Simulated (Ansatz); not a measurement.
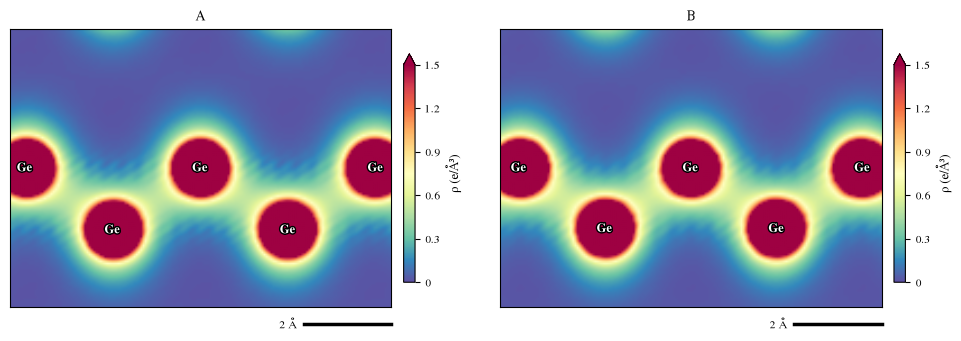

Ge. The valence charge density (pseudo) of two cells that differ in size, on the (11̄0) plane of each (indices in the axes of the calculation cell), at one length scale and on one colour scale; one has 21.3 and the other 22.6 Å³ an atom.

These are results of Kohn-Sham DFT of a periodic cell, RPBE with D4, Ansatz PAW in Ansatz 0.2.0, not measurements.

In a PAW calculation such maps are meaningful between the atoms, not at the nuclei.

The larger cell:

```
Ge
1.0
     0.00000    2.82891    2.82891
     2.82891    0.00000    2.82891
     2.82891    2.82891    0.00000
Ge
2
Cartesian
  4.2434 4.2434 4.2434
  2.8289 2.8289 2.8289
```

The smaller cell: a = 3.919 Å, b = 3.919 Å, c = 3.919 Å, α = 60.00°, β = 60.00°, γ = 60.00°.

Q: Which is the denser cell? Describe the effect of the change.

A: Panel B is the smaller cell, by 6 % in volume. From the larger cell to the smaller, Ge–Ge goes from 2.45 to 2.40 Å, and the density at its midpoint from 0.51 to 0.55 e/Å³; the pressure goes from 0.5 to 6 GPa.
